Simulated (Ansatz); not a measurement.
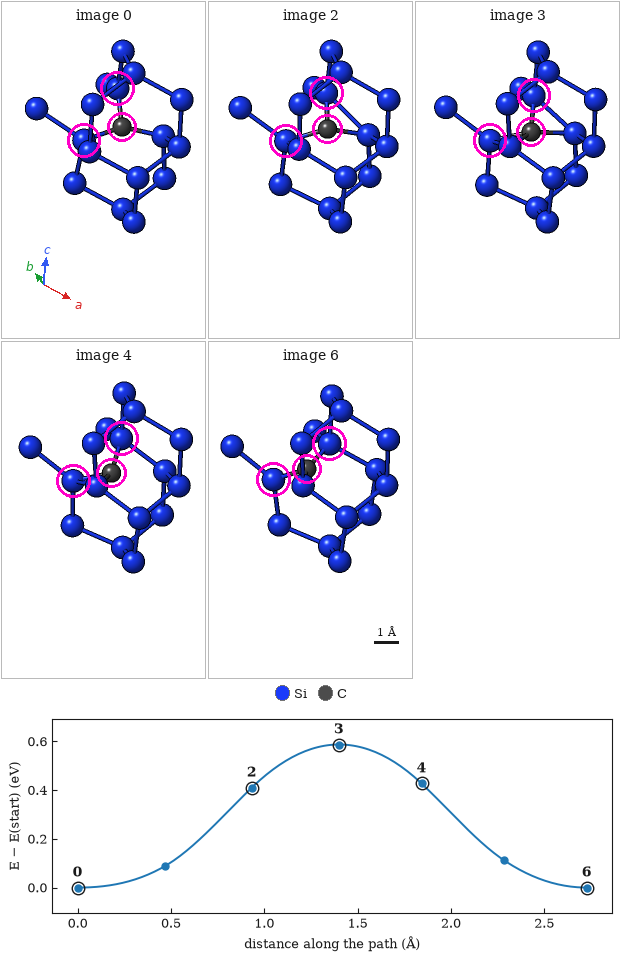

A nudged-elastic-band calculation for a defect cell of composition Si32C (33 atoms in the cell). Images are numbered from 0 (start) to 6 (end). The picture is a ball-and-stick view of the atoms within 4.3 Å of the middle of the path, seen slightly off an axis. The atoms that move most are ringed. Bonds to atoms that aren't drawn are left out.

All numbers below come from DFT PBE, scalar-relativistic, plane waves, PAW in Ansatz. Set-up: plane-wave cutoff 420 eV; k-point mesh 2 × 2 × 2; Gaussian smearing 0.02 eV; 5 movable images; climbing image.

Read off the barrier and say what moves.

Answer. The two ends have the same energy, and the highest point, image 3, lies 0.59 eV above the start. The C atom travels furthest, 1.43 Å from end to end, along [−3 −3 −1], on a path that bends up to 0.43 Å away from the straight line. It doesn't move alone: Si (0.85 Å), Si (0.86 Å) move with it. Breaking: C–Si (1.82 → 3.27 Å). Forming: Si–Si (2.88 → 2.33 Å), C–Si (3.33 → 1.82 Å). The band converged in 8 iterations, with a climbing image at the top.
